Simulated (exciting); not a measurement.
Consider SrO, space group Fm-3m.

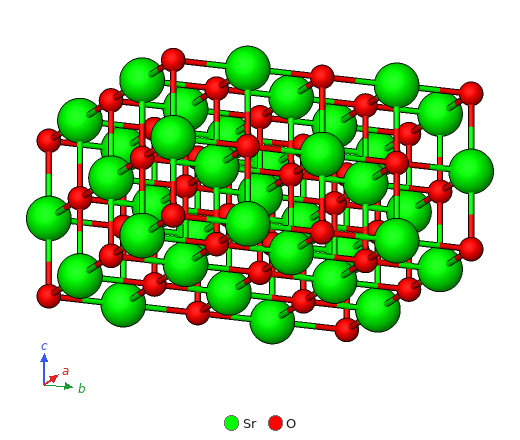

The structure (strontium green, oxygen red). 2×2×1 conventional cells are drawn. Some periodic images of atoms are drawn too.

```xyz
2
Lattice="0.0000 2.5663 2.5663 2.5663 0.0000 2.5663 2.5663 2.5663 0.0000" Properties=species:S:1:pos:R:3 pbc="T T T"
Sr    2.5663    2.5663    2.5663
O     0.0000    0.0000    0.0000
```

Absorber: atom 2, with 6 Sr at 2.57 Å (octahedral, site symmetry m-3m). Method: exciting, all-electron LAPW+lo, PBE, exchange and screened direct term (singlet BSE), 5×5×5 shifted k points, 20 conduction bands, |G+q| up to 3 bohr⁻¹, full RPA screening with nempty = 40, Lorentzian half width 0.45 eV.

The database entry behind the starting cell differs from later determinations by our own check (about 0.5 % short), so it need not match the best structure at ambient conditions.

Q: What does the O K spectrum look like, and is there a bound core exciton?

Bound core exciton? Undecided on this mesh: the first bright state (over 5 % of the brightest) lies at -0.26 eV from the Kohn–Sham onset; weaker or dark states reach down to -0.68 eV. Maxima (height): 0.7 eV (1.00), 4.5 eV (0.53), 6.1 eV (0.41), 8.6 eV (0.26), 12.1 eV (0.16) and 18.4 eV (0.39).

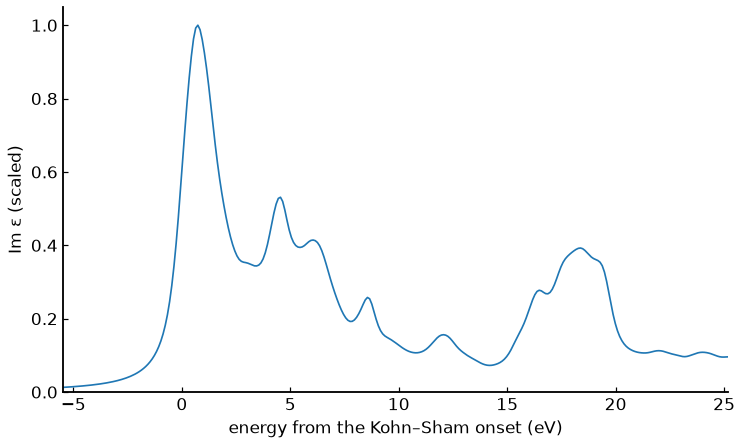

Energy from the Kohn–Sham onset, core level to the lowest empty state found on the meshes used; Im ε in relative units.

A mesh of 125 points doesn't converge binding energies. The kernel cutoff is low for a compact core orbital, so the effect of exchange is a lower bound. The zero comes from the shifted mesh, which comes near the band minimum without meeting it. The structure is a published determination, not relaxed.

[Banner, clock and machine lines of the logs are left out without a mark of their own.]

[Logs are printed without paths, hosts, clocks, repeated set-up lines and the standing remarks that a program may print on its own settings, such as how far it seeks lower states.]

[Hosts, paths, dates, database ids (printed as entryN), source tags and the programs' standing remarks are cut or masked in the printed files.]
